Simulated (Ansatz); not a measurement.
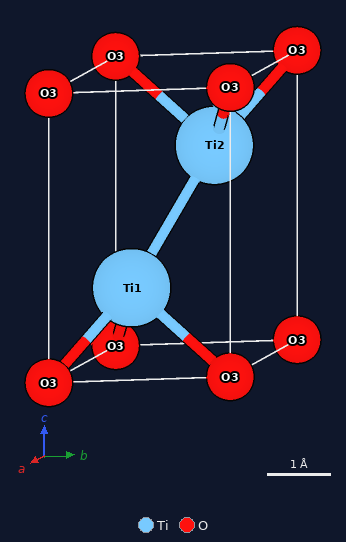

The structure (ball-and-stick view of the cell of the calculation, seen slightly off an axis; atoms are numbered from 1 in the order of the input). An atom can appear more than once, as a periodic image.

**Two runs on Ti2O**

System: Ti2O (P-3m1, 3 atoms in the cell).
Method of run 1: DFT PBEsol, scalar-relativistic, plane waves, PAW, spin-polarised (Ansatz 0.2.0).

The structure derives from an entry of the Crystallography Open Database. Text and figures count atoms from 1; the logs count them from 0 in places.

**Input file, run 1**
```yaml
crystal:
  lattice:
    - [2.9193980238, 0.0, 0.0]
    - [-1.4596990119, 2.5282728524, 0.0]
    - [0.0, 0.0, 4.713]
  atoms:
    - { symbol: Ti, position: [0.6666666667, 0.3333333333, 0.27874], spin: 2.5 }
    - { symbol: Ti, position: [0.3333333333, 0.6666666667, 0.72126], spin: 2.5 }
    - { symbol: O, position: [0.0, 0.0, 0.0] }
basis:
  ecutwfc: 420
kpoints:
  mp_grid: { grid: [18, 18, 10] }
hamiltonian:
  xc: pbesol
scf:
  occupations: { method: gaussian, width: 0.1 }
  lower_state_search: "off"
output:
  forces: true
  stress: true
  eigenvalues: true
  populations: true
magnetization:
  spin_polarized: true
```

Command:
```bash
ansatz run input.yaml --threads 1 --pin off --max-ram 2560MiB --backend cpu --events-out ev --progress --plain --runs-dir out
```

Hardware: 1 thread of Intel Xeon @ 2.50GHz (Skylake/Cascade Lake), 189 GiB of memory available, shared host.

**Output, shortened to warnings, some set-up lines, iterations and results (run 1)**
```
WARN: the starting moments were not kept: the SCF closed with an absolute magnetisation of 9.5e-7 μB, where they sum to 5 μB in size (2 sites). That is at most 0.1 of that sum. Measured as dr2_m measures the in/out step, that magnetisation stands 9.9e-14 eV from none, at or under the dr2_threshold of 1.0e-7 eV: it is no larger than a step whose dr2_m would equal this threshold. The system may …
Basis set: ecut = 420 eV, 687 PW (Γ), exchange–correlation on 40×40×64 points (8 copies of the dense FFT grid, shifted against one another)
Symmetry: 12 space group operations
k-points: 330 of 3240
Initial density: superposition of atomic densities (chi_scale 0.1, normalization cell, long waves kept (reshape's long-wave potential 0.13 eV rms))
[...]
SCF iter   1: F=—  HF=-5514.628365 eV  |F-HF|=—  |Δ(HF+E_count)|=         —  Δρ=1.80e-1 (↑1.63e-1 ↓1.80e-1)  dr2=2.97e1  dr2_m=5.82e0  M=0.899 μB ∫|m|=1.340 μB  β_m=0.30  …
SCF iter   2: F=—  HF=-5512.328455 eV  |F-HF|=—  |Δ(HF+E_count)|=    2.30e0  Δρ=1.20e-1 (↑1.20e-1 ↓1.09e-1)  dr2=6.96e0  dr2_m=3.76e0  M=0.496 μB ∫|m|=0.775 μB  β_m=0.30  …
SCF iter   3: F=—  HF=-5511.159285 eV  |F-HF|=—  |Δ(HF+E_count)|=    1.17e0  Δρ=8.24e-2 (↑8.09e-2 ↓8.24e-2)  dr2=5.29e-1  dr2_m=2.05e0  M=0.410 μB ∫|m|=0.594 μB  β_m=0.30  …
SCF iter   4: F=—  HF=-5511.324239 eV  |F-HF|=—  |Δ(HF+E_count)|=   1.65e-1  Δρ=6.13e-2 (↑5.94e-2 ↓6.13e-2)  dr2=5.53e-2  dr2_m=1.14e0  M=0.321 μB ∫|m|=0.465 μB  β_m=0.30  …
SCF iter   5: F=—  HF=-5511.493211 eV  |F-HF|=—  |Δ(HF+E_count)|=   1.69e-1  Δρ=4.55e-2 (↑4.55e-2 ↓4.45e-2)  dr2=3.82e-3  dr2_m=6.45e-1  M=0.238 μB ∫|m|=0.358 μB  β_m=0.30  …
[... 8 lines ...]
SCF iter  14: F=—  HF=-5511.724681 eV  |F-HF|=—  |Δ(HF+E_count)|=   2.09e-7  Δρ=1.38e-5 (↑8.01e-6 ↓1.38e-5)  dr2=1.20e-7  dr2_m=1.54e-8  M=-0.000 μB ∫|m|=0.000 μB  β_m=0.59  …
SCF iter  15: F=-5511.724681 eV  HF=-5511.724681 eV  |F-HF|=8.09e-10  |Δ(HF+E_count)|=   2.35e-8  Δρ=1.53e-6 (↑1.53e-6 ↓1.53e-6)  dr2=3.68e-10  dr2_m=6.41e-10  M=-0.000 μB …
SCF iter  16: F=-5511.724681 eV  HF=-5511.724681 eV  |F-HF|=1.04e-10  |Δ(HF+E_count)|=   1.11e-9  Δρ=4.54e-7 (↑4.54e-7 ↓4.30e-7)  dr2=5.72e-12  dr2_m=6.06e-11  M=-0.000 μB …
SCF iter  17: F=-5511.724681 eV  HF=-5511.724681 eV  |F-HF|=9.09e-13  |Δ(HF+E_count)|=  1.41e-10  Δρ=6.94e-8 (↑6.94e-8 ↓3.44e-8)  dr2=8.21e-13  dr2_m=5.79e-13  M=-0.000 μB …
SCF 1 converged in 17 iterations: F = -5511.724681 eV  dr2 = 8.21e-13
SCF converged after 17 iterations
Magnetization: -0.0000 μB (15.0000 up, 15.0000 down)
Absolute magnetization: 0.0000 μB (∫|ρ↑−ρ↓|, with the PAW one-centre terms)
Spin contamination: 0.0000 ħ² per cell (⟨S²⟩ above its minimum at these occupations)
Per-site moments (μB) at R_I (Å): [(-3.2636397354261345e-8, 0.8815129394801346), (-3.2636397370342345e-8, 0.8815129394801346), (4.221161214361184e-8, 0.8815129394801346)]
Free energy (F): -5511.724681 eV
Harris-Foulkes:  -5511.724681 eV  (|F-HF|=9.09e-13)
Internal energy: -5511.720510 eV  (E = F + TS)
E sigma→0 (E₀):  -5511.722595 eV
Entropy (-TS):   -0.004171 eV (-1.390 meV/atom)
Fermi energy:    16.004240 eV
--- Per-component energies (eV) ---
  E_band       = -237.046783
  E_kinetic    = 725.282230
  E_local      = -1665.410840  (includes V_loc(G=0)·N_el)
  E_nonlocal   = 65.830482
  E_hartree    = 677.043742
  E_xc         = -269.142037
  E_vxc        = -340.445788  (∫ρ·V_xc dr)
  E_paw        = -2197.284218  (= ΣΔE_a)
  E_vpaw       = -376.392969  (= ΣTr[D̂ρ^β])
  E_aug_tail   = 0.002618  (compensation charges beyond the density's cutoff)
  E_ewald      = -2848.356544
  E_core_change = 0.314057  (= ΣΔE_core)
  E_smearing   = -0.004171  (= −TS)
  E_closure    = -0.000000  (closes the sum)
  Σ components = -5511.724681   (vs F -5511.724681, Δ=0.00e0)
--- Forces (eV/Å), atoms counted from 1 ---
  atom   1  Ti    -0.00000000     0.00000000    -1.32870976
  atom   2  Ti     0.00000000    -0.00000000     1.32870976
  atom   3  O      0.00000000    -0.00000000     0.00000000
  max |Σ_I F_I| component: 1.85e-17 eV/Å
--- Stress (GPa, compression-positive) ---
        2.787325      -0.000000      -0.000000
        0.000000       2.787325      -0.000000
       -0.000000       0.000000       7.706873
  P = ⅓ Tr σ = 4.4272 GPa (44.272 kbar)
--- Löwdin populations: 3 sites ---
  site symbol       q [e]    m [muB]
     0     Ti     11.5283    -0.0000
     1     Ti     11.5283    -0.0000
     2      O      6.6985     0.0000
  spilling = 0.008163 (of n_electrons = 30.000000)
```

For run 2 the input was changed thus:
```diff
-    - { symbol: Ti, position: [0.6666666667, 0.3333333333, 0.27874], spin: 2.5 }
-    - { symbol: Ti, position: [0.3333333333, 0.6666666667, 0.72126], spin: 2.5 }
+    - { symbol: Ti, position: [0.6666666667, 0.3333333333, 0.27874], spin: 1.0 }
+    - { symbol: Ti, position: [0.3333333333, 0.6666666667, 0.72126], spin: -1.0 }
```

How does run 2 compare with run 1?

The energy is the same within 0.01 meV per atom. The SCF takes 20 iterations against 17. On the same kind of shared host run 2 took about 1.9 times as long.

**Output, shortened to warnings, some set-up lines, iterations and results (run 2)**
```
WARN: the starting moments were not kept: the SCF closed with an absolute magnetisation of 6.3e-6 μB, where they sum to 2 μB in size (2 sites). That is at most 0.1 of that sum. Measured as dr2_m measures the in/out step, that magnetisation stands 6.0e-12 eV from none, at or under the dr2_threshold of 1.0e-7 eV: it is no larger than a step whose dr2_m would equal this threshold. The system may …
Basis set: ecut = 420 eV, 687 PW (Γ), exchange–correlation on 40×40×64 points (8 copies of the dense FFT grid, shifted against one another)
Symmetry: 6 space group operations
k-points: 330 of 3240 (time reversal used)
Initial density: superposition of atomic densities (chi_scale 0.1, normalization cell, long waves kept (reshape's long-wave potential 0.13 eV rms))
[...]
SCF iter   1: F=—  HF=-5516.625743 eV  |F-HF|=—  |Δ(HF+E_count)|=         —  Δρ=1.14e-1 (↑1.14e-1 ↓1.14e-1)  dr2=2.93e1  dr2_m=6.48e-1  M=0.000 μB ∫|m|=0.768 μB  β_m=0.30  …
SCF iter   2: F=—  HF=-5513.472535 eV  |F-HF|=—  |Δ(HF+E_count)|=    3.15e0  Δρ=5.15e-2 (↑5.15e-2 ↓5.15e-2)  dr2=7.01e0  dr2_m=4.47e-1  M=-0.000 μB ∫|m|=0.577 μB  β_m=0.30  …
SCF iter   3: F=—  HF=-5511.783971 eV  |F-HF|=—  |Δ(HF+E_count)|=    1.69e0  Δρ=3.17e-2 (↑3.17e-2 ↓3.17e-2)  dr2=5.44e-1  dr2_m=2.42e-1  M=-0.000 μB ∫|m|=0.525 μB  β_m=0.30  …
SCF iter   4: F=—  HF=-5511.664844 eV  |F-HF|=—  |Δ(HF+E_count)|=   1.19e-1  Δρ=2.31e-2 (↑2.31e-2 ↓2.31e-2)  dr2=5.55e-2  dr2_m=1.46e-1  M=0.000 μB ∫|m|=0.452 μB  β_m=0.30  …
SCF iter   5: F=—  HF=-5511.680055 eV  |F-HF|=—  |Δ(HF+E_count)|=   1.52e-2  Δρ=1.72e-2 (↑1.72e-2 ↓1.72e-2)  dr2=3.65e-3  dr2_m=9.32e-2  M=-0.000 μB ∫|m|=0.381 μB  β_m=0.30  …
[... 11 lines ...]
SCF iter  17: F=-5511.724681 eV  HF=-5511.724681 eV  |F-HF|=1.19e-9  |Δ(HF+E_count)|=   1.57e-7  Δρ=3.44e-6 (↑3.44e-6 ↓3.26e-6)  dr2=6.43e-9  dr2_m=1.93e-9  M=0.000 μB …
SCF iter  18: F=-5511.724681 eV  HF=-5511.724681 eV  |F-HF|=5.28e-10  |Δ(HF+E_count)|=   2.66e-9  Δρ=9.81e-7 (↑9.81e-7 ↓9.10e-7)  dr2=9.06e-11  dr2_m=2.70e-10  M=0.000 μB …
SCF iter  19: F=-5511.724681 eV  HF=-5511.724681 eV  |F-HF|=6.79e-9  |Δ(HF+E_count)|=   1.28e-9  Δρ=1.64e-6 (↑1.39e-6 ↓1.64e-6)  dr2=7.17e-9  dr2_m=3.45e-11  M=0.000 μB …
SCF iter  20: F=-5511.724681 eV  HF=-5511.724681 eV  |F-HF|=1.03e-9  |Δ(HF+E_count)|=  4.57e-10  Δρ=7.70e-7 (↑7.70e-7 ↓5.28e-7)  dr2=1.13e-9  dr2_m=2.71e-11  M=0.000 μB …
SCF 1 converged in 20 iterations: F = -5511.724681 eV  dr2 = 1.13e-9
SCF converged after 20 iterations
Magnetization: 0.0000 μB (15.0000 up, 15.0000 down)
Absolute magnetization: 0.0000 μB (∫|ρ↑−ρ↓|, with the PAW one-centre terms)
Spin contamination: 0.0000 ħ² per cell (⟨S²⟩ above its minimum at these occupations)
Per-site moments (μB) at R_I (Å): [(-1.1648045140635738e-6, 0.8815129394801346), (1.504446416360142e-6, 0.8815129394801346), (-9.257398692659252e-8, 0.8815129394801346)]
Free energy (F): -5511.724681 eV
Harris-Foulkes:  -5511.724681 eV  (|F-HF|=1.03e-9)
Internal energy: -5511.720510 eV  (E = F + TS)
E sigma→0 (E₀):  -5511.722595 eV
Entropy (-TS):   -0.004171 eV (-1.390 meV/atom)
Fermi energy:    16.004242 eV
--- Per-component energies (eV) ---
  E_band       = -237.046735
  E_kinetic    = 725.282218
  E_local      = -1665.410763  (includes V_loc(G=0)·N_el)
  E_nonlocal   = 65.830464
  E_hartree    = 677.043685
  E_xc         = -269.142041
  E_vxc        = -340.445793  (∫ρ·V_xc dr)
  E_paw        = -2197.284205  (= ΣΔE_a)
  E_vpaw       = -376.392956  (= ΣTr[D̂ρ^β])
  E_aug_tail   = 0.002618  (compensation charges beyond the density's cutoff)
  E_ewald      = -2848.356544
  E_core_change = 0.314057  (= ΣΔE_core)
  E_smearing   = -0.004171  (= −TS)
  E_closure    = 0.000000  (closes the sum)
  Σ components = -5511.724681   (vs F -5511.724681, Δ=0.00e0)
--- Forces (eV/Å), atoms counted from 1 ---
  atom   1  Ti    -0.00000000     0.00000000    -1.32873057
  atom   2  Ti     0.00000000    -0.00000000     1.32869085
  atom   3  O     -0.00000000    -0.00000000    -0.00003083
  max |Σ_I F_I| component: 7.06e-5 eV/Å
--- Stress (GPa, compression-positive) ---
        2.787323      -0.000000      -0.000000
       -0.000000       2.787323       0.000000
       -0.000000       0.000000       7.706872
  P = ⅓ Tr σ = 4.4272 GPa (44.272 kbar)
--- Löwdin populations: 3 sites ---
  site symbol       q [e]    m [muB]
     0     Ti     11.5283    -0.0000
     1     Ti     11.5283     0.0000
     2      O      6.6985    -0.0000
  spilling = 0.008163 (of n_electrons = 30.000000)
```

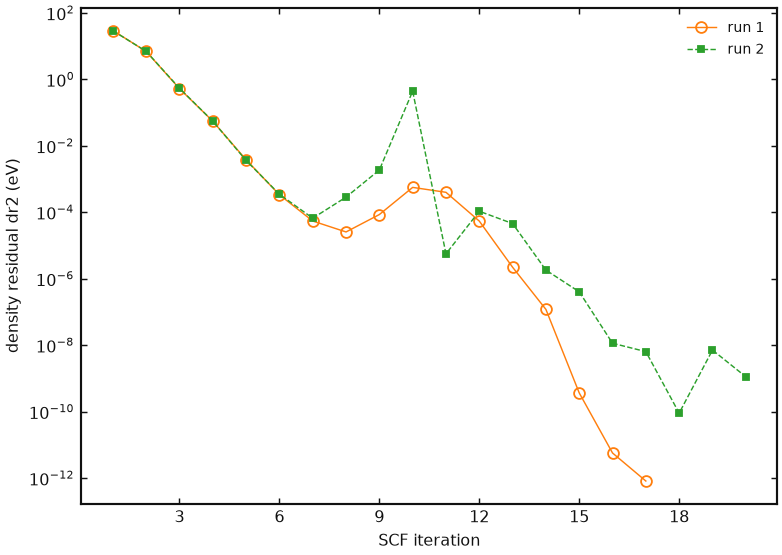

Convergence of the two runs: density residual dr2 against the SCF iteration. Run 1 takes 17 iterations in all, and run 2 takes 20.

**The two runs side by side**

| quantity | run 1 | run 2 |
| --- | --- | --- |
| outcome | converged | converged |
| free energy per atom (eV) | −1837.2416 | −1837.2416 |
| energy per atom, smearing taken to zero (eV) | −1837.2409 | −1837.2409 |
| gap on the mesh (eV) | 0.00 | 0.00 |
| net moment of the cell (μB) | 0.00 | 0.00 |
| absolute moment of the cell (μB) | 0.00 | 0.00 |
| pressure (GPa) | 4.43 | 4.43 |
| largest force (eV/Å) | 1.329 | 1.329 |
| SCF iterations | 17 | 20 |
| irreducible k-points | 330 | 330 |
| plane waves at Γ | 687 | 687 |
| wall time (shared host) | 96 s | 3 min |

For both runs: Warnings: some starting moments were not kept.
